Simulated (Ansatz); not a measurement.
# A defect in a wire: Rh wire along [110], 4 atoms a period, O placed on top of one Rh, part 2 of 5

Wanted: the relaxed defect and the transmission past it, beside the channels of the perfect wire.

Ansatz 0.2.0; DFT PBE, plane waves, PAW; relaxation of a wire's period (the session's first sound run).

So far: The starting structure; Relaxing the period.

### 2. Relaxing the period (continued)

Step by step:

| step | energy less that of the first step (eV) | largest force component (eV/Å) | pressure (GPa) | volume (Å³) |
| --- | --- | --- | --- | --- |
| 1 | 0.0000 | 1.4331 | -3.89 | 256.37 |
| 2 | -0.4849 | 0.9890 | 0.86 | 248.15 |
| 3 | -0.6129 | 0.2017 | -0.55 | 242.94 |
| 4 | -0.6417 | 0.1187 | 0.03 | 238.70 |
| 5 | -0.6467 | 0.0412 | 0.09 | 237.79 |
| 6 | -0.6401 | 0.2025 | -0.61 | 239.18 |
| 7 | -0.6476 | 0.0135 | -0.06 | 238.08 |
| 8 | -0.6486 | 0.0051 | -0.05 | 238.10 |
| 9 | -0.6493 | 0.0948 | -0.28 | 238.04 |
| 10 | -0.6502 | 0.0169 | -0.07 | 238.00 |
| 11 | -0.6509 | 0.0096 | -0.03 | 238.02 |
| 12 | -0.6503 | 0.1214 | -0.39 | 238.07 |
| 13 | -0.6517 | 0.0160 | -0.03 | 238.05 |
| 14 | -0.6524 | 0.0416 | -0.16 | 238.07 |
| 15 | -0.6527 | 0.0388 | -0.15 | 238.07 |
| 16 | -0.6534 | 0.0098 | -0.06 | 238.04 |
| 17 | -0.6498 | 0.1760 | -0.47 | 238.01 |
| 18 | -0.6536 | 0.0068 | -0.04 | 238.06 |
| 19* | -0.6500 | 0.0070 | -0.03 | 238.06 |

Relaxation steps marked * repeat the geometry before them on a plane-wave basis chosen anew for their cell, so energy and pressure can jump there. Relaxation steps 6, 12, 17 were tried and not accepted.

The run keeps the 4 symmetry operations that it works with, so distortions that break them were not tested.

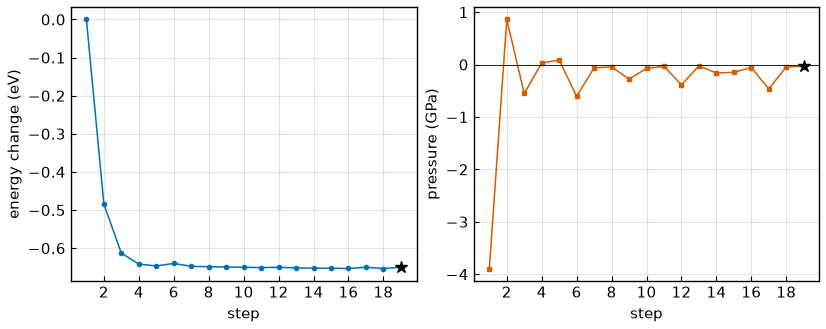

Energy and pressure along the relaxation. Stars mark steps on a basis chosen anew.

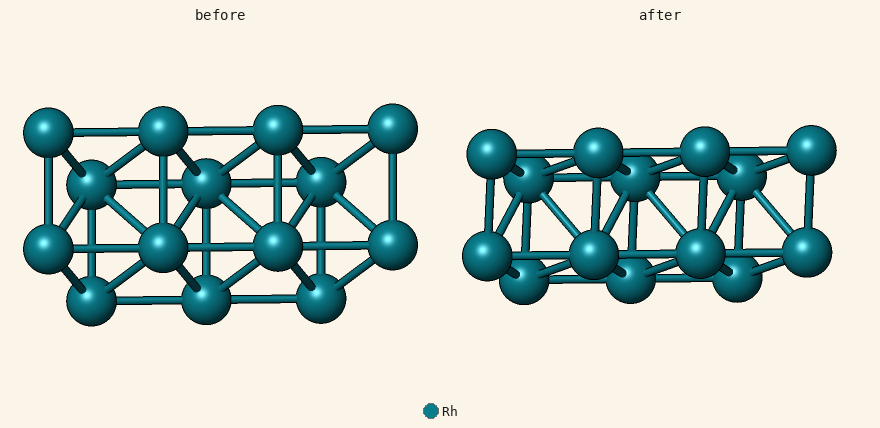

The structure before and after the relaxation, drawn at the same scale.

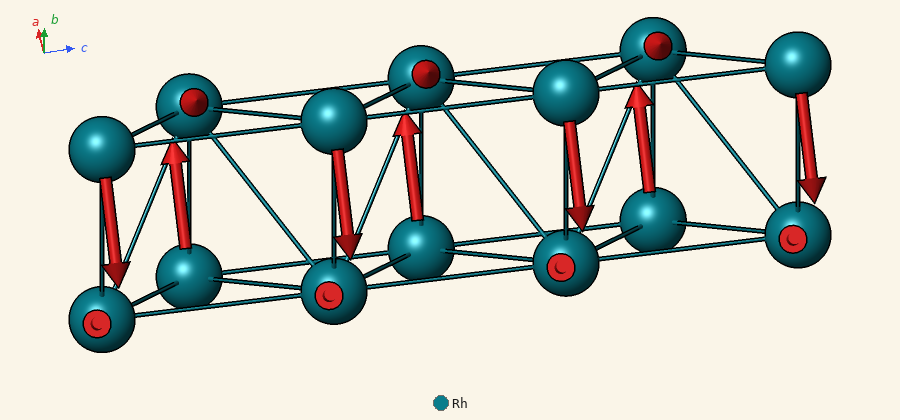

Displacements in the relaxation, exaggerated, measured against the changing cell; the longest in the cell stands for 0.65 Å. 1×1×3 cells are drawn. Some periodic images of atoms are drawn too.

| cell as run | before | after | change |
| --- | --- | --- | --- |
| c (Å) | 2.708 | 2.515 | -7.1 % |

The atoms that moved most (Å, along periodic axes as changes of fractional coordinates times the final cell, across vacuum about the mean position):

| atom | dx | dy | dz | length |
| --- | --- | --- | --- | --- |
| Rh4 | -0.448 | -0.467 | 0.000 | 0.647 |
| Rh2 | 0.448 | 0.467 | 0.000 | 0.647 |
| Rh3 | -0.148 | 0.172 | 0.000 | 0.227 |
| Rh1 | 0.148 | -0.172 | 0.000 | 0.227 |

Final coordinates:

```cif
data_structure
_symmetry_space_group_name_H-M 'P 1'
_symmetry_Int_Tables_number 1
_cell_length_a 8.7150
_cell_length_b 10.8620
_cell_length_c 2.5148
_cell_angle_alpha 90.000
_cell_angle_beta 90.000
_cell_angle_gamma 90.000
_cell_volume 238.06
loop_
_atom_site_label
_atom_site_type_symbol
_atom_site_fract_x
_atom_site_fract_y
_atom_site_fract_z
_atom_site_occupancy
Rh1 Rh 0.40717 0.42184 0.00000 1
Rh2 Rh 0.66132 0.35602 0.50000 1
Rh3 Rh 0.59283 0.57819 0.50000 1
Rh4 Rh 0.33868 0.64401 0.00000 1
```

Numbers from this step:

```
energy at zero smearing    : -25604.6689 eV
total moment               : 1.662 μB
absolute moment            : 1.717 μB
cell length along the wire : 2.515 Å
```

Site moment by atom:

| atom | site moment (μB) |
| --- | --- |
| Rh1 | 0.372 |
| Rh2 | 0.381 |
| Rh3 | 0.372 |
| Rh4 | 0.381 |

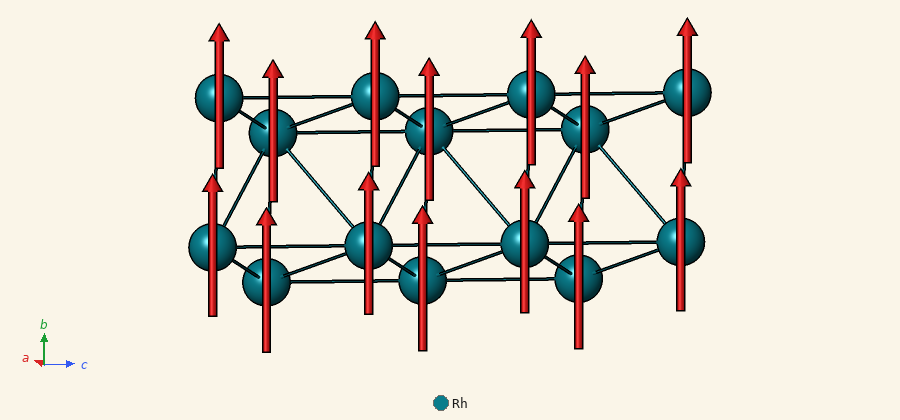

Site moment as arrows, the longest 0.381 μB. Up and down stand for the sign. Arrows give size and sign along the axis of quantisation, drawn up and down the page. 1×1×3 cells are drawn. Some periodic images of atoms are drawn too.

The cell's length comes to 2.515 Å with an absolute moment of 1.72 μB a cell.

### 3. The perfect wire

This step: DFT PBE, plane waves, PAW; channels and complex bands of a perfect wire (Ansatz 0.2.0).

At the relaxed period the Bloch states of the perfect wire are found at each energy: those that move forward count the open channels, and those that decay describe how a disturbance dies away inside the wire itself. An energy step of 0.035 eV is under the 0.039 eV that the program asks for its thermal average at 300 K.

File input.yaml:

```yaml
crystal:
  lattice:
    - [8.715, 0.0, 0.0]
    - [0.0, 10.862, 0.0]
    - [0.0, 0.0, 2.5147953423]
  atoms:
    - { symbol: Rh, position: [0.407171458, 0.421838938, 0.0], spin: 0.37 }
    - { symbol: Rh, position: [0.661323502, 0.356016296, 0.5], spin: 0.38 }
    - { symbol: Rh, position: [0.592828542, 0.578191301, 0.5], spin: 0.37 }
    - { symbol: Rh, position: [0.338676498, 0.644013943, 0.0], spin: 0.38 }
magnetization:
  spin_polarized: true
kpoints:
  mp_grid: { grid: [1, 1, 32] }
scf:
  occupations: { method: fermi_dirac, width: 0.05 }
hamiltonian:
  xc: pbe
output:
  transmission:
    e_range: [-1.26, 1.26]
    de: 0.035
    kmesh: [1, 1]
    reduced_basis: true
    leads: [[0, 0]]
basis:
  ecutwfc: "350 eV"
```

Launch:

```bash
$ ansatz run input.yaml --threads 4 --pin off --max-ram 16384MiB --backend cpu --events-out ev --progress --plain --runs-dir out
```

Numbers of over 12 decimals in the logs are rounded to 6 here.

The log of the run:

```text
Warning: basis.ecutwfc = 350 eV is below the records' recommended 420 eV, and the density's cutoff is lower with it unless basis.ecutrho_ratio is high enough to keep the records' density cutoff: compare with a run at a higher cutoff
[...]
Crystal: 4 atoms, lattice volume = 238.056 Å³
Basis set: ecut = 350 eV, 3553 PW (Γ)
Bands: 42, of which v1, the nominal top of the filled ones, is band 34 counted from 1 (33 counted from 0)
Symmetry: 4 space group operations
[...]
k-points: 17 of 32
[...]
Starting moments: Σ|m| = 1.5 μB on 4 of 4 sites
[...]
SCF iter   1: F=—  HF=-25606.746315 eV  |F-HF|=—  |Δ(HF+E_count)|=         —  Δρ=2.19e-2 (↑2.02e-2 ↓2.19e-2)  dr2=6.06e0  dr2_m=8.54e-2  M=1.596 μB ∫|m|=1.604 μB  β_m=0.30  ethr=3.10e-3  ⟨swp⟩=8.3  Hψ=6387  notcnv=0  defer=4
[...]
SCF iter  11: F=-25604.666473 eV  HF=-25604.666473 eV  |F-HF|=8.99e-10  |Δ(HF+E_count)|=   1.35e-8  Δρ=1.15e-6 (↑1.10e-6 ↓1.15e-6)  dr2=3.70e-9  dr2_m=1.06e-9  M=1.726 μB ∫|m|=1.785 μB  ethr=6.32e-11  ⟨swp⟩=5.6  Hψ=4831  notcnv=0
SCF 1 converged in 11 iterations: F = -25604.666473 eV  dr2 = 3.70e-9
[...]
transmission: 6 of 36 steps passed
transmission: 9 of 36 steps passed
[...]
transmission: 36 of 36 steps passed
SCF converged after 11 iterations
Magnetization: 1.7256 μB (34.8628 up, 33.1372 down)
Absolute magnetization: 1.7845 μB (∫|ρ↑−ρ↓|, with the PAW one-centre terms)
[...]
Per-site moments (μB) at R_I (Å): [(0.386663, 1.025473), (0.394407, 1.025473), (0.386663, 1.025473), (0.394407, 1.025473)]
Free energy (F): -25604.666473 eV
[...]
Internal energy: -25604.595239 eV  (E = F + TS)
E sigma→0 (E₀):  -25604.630856 eV
Entropy (-TS):   -0.071234 eV (-17.809 meV/atom)
Fermi energy:    1.618248 eV
[...]
--- Band table (eV; the first three rows and the last of 34) ---
  k-point 0 ↑: bands = [... 30 lower, 0.8442, 1.1508, 1.2692, 1.6669, 1.8246, 1.8484, 2.1511, 2.2793, ... 4 higher]
  k-point 1 ↑: bands = [... 30 lower, 0.7753, 1.1866, 1.2819, 1.6036, 1.7344, 1.9509, 2.1010, 2.2553, ... 4 higher]
  k-point 2 ↑: bands = [... 30 lower, 0.7026, 1.2336, 1.2626, 1.4325, 1.7026, 1.9627, 1.9976, 2.0257, ... 4 higher]
  k-point 16 ↓: bands = [... 30 lower, 1.6015, 1.6015, 1.7961, 1.7961, 2.9092, 2.9092, 5.5395, 5.5395, ... 4 higher]
--- Transmission ---
  basis      : 699 plane waves across, 3 finite elements along
  points     : 1, standing for a mesh of 1 x 1
  filling    : by the input's occupations and mesh, since the crystals that have channels conduct as metals do. If one of these is a semiconductor, that mesh has misplaced its level
  energies   : 73 from -1.260000 to 1.260000 eV about the Fermi level, 0.035000 eV apart; the leads are filled to 0.000000 eV, and channels, transmission and decay are at 0.000000 eV
  crystal 0  : Rh4, at the sites [0, 0], period 2.5148 Å: whole cells are its period
    offset         : up to 0.0000 Å between an atom of the period and one for which it stands
    filled         : 1.8 meV over the level at which it is neutral
    channels       : 5.000000e0 up, 9.000000e0 down
    conductance    : 5.2695e14 S/m² at 300 K; may be off by some 0.0 % by where its bands' edges are placed, 0.2 % from the distance to neutral
```

Elapsed: 2.3 min, on 4 threads of Arm Neoverse V2, shared host; peak memory 1.2 GiB.

In the SCF lines HF is the Harris–Foulkes energy and dr2 the Hartree energy of the density residual, in eV; the loop may stop once dr2 is under the threshold and the program's other checks hold. Hψ counts applications of the Hamiltonian.

Numbers from this step:

| Item | Value |
| --- | --- |
| energy at zero smearing | -25604.6309 eV |
| total moment | 1.726 μB |
| absolute moment | 1.784 μB |
| channels at the energy nearest the Fermi level, spin up | 5 |
| channels at the energy nearest the Fermi level, spin down | 9 |
| conductance of the lead as this run defines it | 6.438 G₀ |
| band gap | 0 eV |

Table of open channels of the lead by energy, zero at the Fermi level:

| energy (eV) | spin up | spin down |
| --- | --- | --- |
| -1.190 | 7 | 8 |
| -1.015 | 8 | 9 |
| -0.805 | 10 | 7 |
| -0.595 | 9 | 10 |
| -0.385 | 8 | 9 |
| -0.210 | 7 | 9 |
| 0.000 | 5 | 9 |
| 0.210 | 5 | 7 |
| 0.385 | 6 | 6 |
| 0.595 | 5 | 6 |
| 0.805 | 5 | 6 |
| 1.015 | 5 | 6 |
| 1.190 | 4 | 5 |

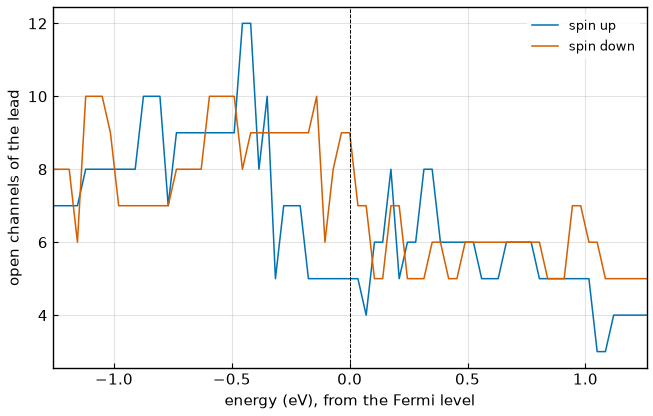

Open channels of the lead, plotted against energy.

Spin up; the slowest values at each energy, most degenerate partners merged, listed up to 1.5 1/Å. The Im kz of the slowest decaying states by energy, zero at the Fermi level:

| energy (eV) | decay 1 (Å⁻¹) | decay 2 (Å⁻¹) | decay 3 (Å⁻¹) | decay 4 (Å⁻¹) |
| --- | --- | --- | --- | --- |
| -1.190 | 0.0323 | 0.0388 | 0.118 | 0.135 |
| -1.015 | 0.0718 | 0.169 | 0.232 | 0.246 |
| -0.805 | 0.106 | 0.183 | 0.273 | 0.327 |
| -0.595 | 0.0832 | 0.153 | 0.167 | 0.203 |
| -0.385 | 0.00368 | 0.0386 | 0.0852 | 0.162 |
| -0.210 | 0.100 | 0.157 | 0.167 | 0.358 |
| 0.000 | 0.0857 | 0.170 | 0.199 | 0.263 |
| 0.210 | 0.0065 | 0.0534 | 0.118 | 0.253 |
| 0.385 | 0.0204 | 0.163 | 0.366 | 0.403 |
| 0.595 | 0.0556 | 0.0846 | 0.194 | 0.407 |
| 0.805 | 0.0322 | 0.145 | 0.162 | 0.210 |
| 1.015 | 0.0500 | 0.196 | 0.196 | 0.213 |
| 1.190 | 0.147 | 0.202 | 0.219 | 0.219 |

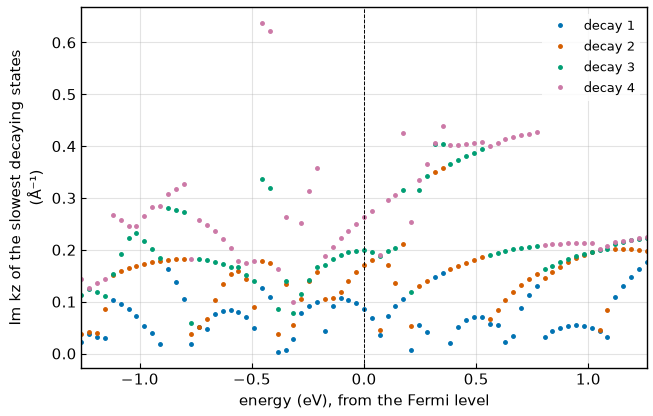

Im kz of the slowest decaying states, plotted against energy.

Spin down; the slowest values at each energy, most degenerate partners merged, listed up to 1.5 1/Å. Table of Im kz of the slowest decaying states by energy, zero at the Fermi level:

| energy (eV) | decay 1 (Å⁻¹) | decay 2 (Å⁻¹) | decay 3 (Å⁻¹) | decay 4 (Å⁻¹) |
| --- | --- | --- | --- | --- |
| -1.015 | 0.00905 | 0.114 | 0.183 | 0.289 |
| -0.490 | 0.0897 | 0.181 | 0.304 | 0.391 |
| 0.000 | 0.0816 | 0.0825 | 0.181 | 0.454 |
| 0.490 | 0.0768 | 0.114 | 0.19 | 0.314 |
| 1.015 | 0.0742 | 0.137 | 0.193 | 0.419 |

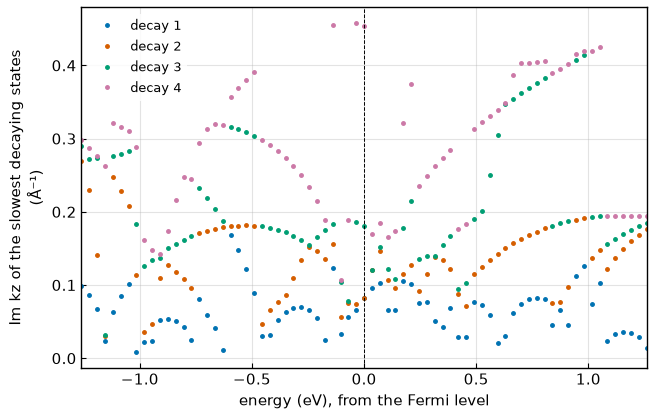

Im kz of the slowest decaying states against energy.

By hand: the program gives 5.2695 × 10^14 S/m² over the cell's cross-section of 94.66 Å² = 9.466 × 10^-19 m², so one cell conducts 4.988 × 10^-4 S. Divided by G0 = 2e²/h = 7.748 × 10^-5 S this is 6.44 G0, a resistance of 2.00 kΩ.

At the computed energy nearest the Fermi level there are 5 spin-up and 9 spin-down channels, and the thermal average gives 6.44 G₀.

[end of part 2 of 5]

[Logs are printed without paths, hosts, clocks, repeated set-up lines and the standing remarks that a program may print on its own settings, such as how far it seeks lower states.]

[Hosts, paths, dates, database ids (printed as entryN), source tags and the programs' standing remarks are cut or masked in the printed files.]
